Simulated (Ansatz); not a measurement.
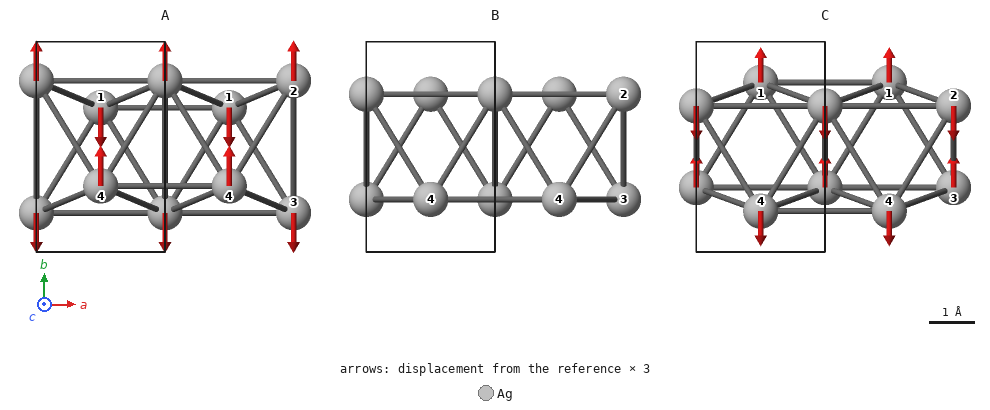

A crystal of Ag (P6_3/mmc): a normal mode of wave vector (0, 1/2, 0) of the primitive cell, folded into a doubled cell, is frozen in with the cell fixed, the amplitude being the largest displacement of an atom. The picture is a ball-and-stick view of the cell of the calculation, repeated 2 × 1 × 1 with one cell outlined, seen along the c axis. Red arrows: displacements from the reference.

Computed with DFT PBEsol, scalar-relativistic, plane waves, PAW in Ansatz. (plane-wave cutoff 420 eV; k-point mesh 20 × 14 × 12; occupations gaussian; smearing width 0.15 eV; no spin polarisation). Energies (free energies at the smearing named) are counted from the relaxed crystal.

**Rank the frames from lowest to highest energy.**

Lowest first: B (the amplitude 0.00 Å, 0 meV/cell), C (the amplitude 0.2625 Å, 613 meV/cell), A (the amplitude −0.30 Å, 865 meV/cell). Over the whole scan: the harmonic wavenumber of the mode is 91 cm⁻¹, a stable vibration. The lowest computed point lies at the amplitude 0.00 Å (0 meV/cell). At the ends of the scan the energy is 865 meV/cell (−0.30 Å) and 865 meV/cell (0.30 Å). The well is symmetric. At the highest point the shortest interatomic distance is 2.40 Å, against 2.87 Å in the reference. The distortion takes the space group from P6_3/mmc to Pnnm.
